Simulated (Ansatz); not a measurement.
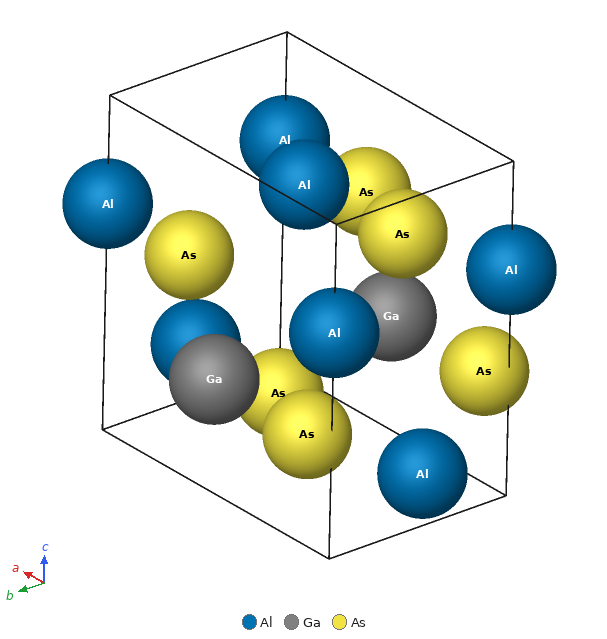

A spheres-only rendering, viewed from a general direction. The conventional unit cell is outlined; an atom on or near a face, edge or corner is repeated at each equivalent position.

Al$_{3}$GaAs$_{4}$, space group Pm (No. 6), a = 5.75 Å, b = 3.56 Å, c = 5.99 Å, α = 90.00°, β = 91.82°, γ = 90.00°.

Method used: DFT PBE, scalar-relativistic, plane waves, PAW in Ansatz. It ran with plane waves up to 420 eV, k-points about 0.18 Å⁻¹ apart, Gaussian smearing of 0.02 eV, no spin polarisation.

**What is the band gap, if any?**

A semiconductor at this level, with a gap of 0.55 eV on the k-mesh (the true edges may lie between mesh points, so the gap can be somewhat smaller).

**What is the pressure at this volume?**

The computed pressure is 73.7 GPa (compressed: it would expand). The stress isn't hydrostatic: its largest component is 84.6 GPa.

Provenance: a structure listed in the Materials Project, with elements exchanged, so it need not be a known form of the compound. The cell was then strained or its atoms displaced on purpose. It was run through Ansatz as a DFT input.

At this level of theory the cell isn't at rest (compressed, at 74 GPa and forces up to 5.1 eV/Å), so its distances can differ from those at equilibrium, the more so the softer the solid.
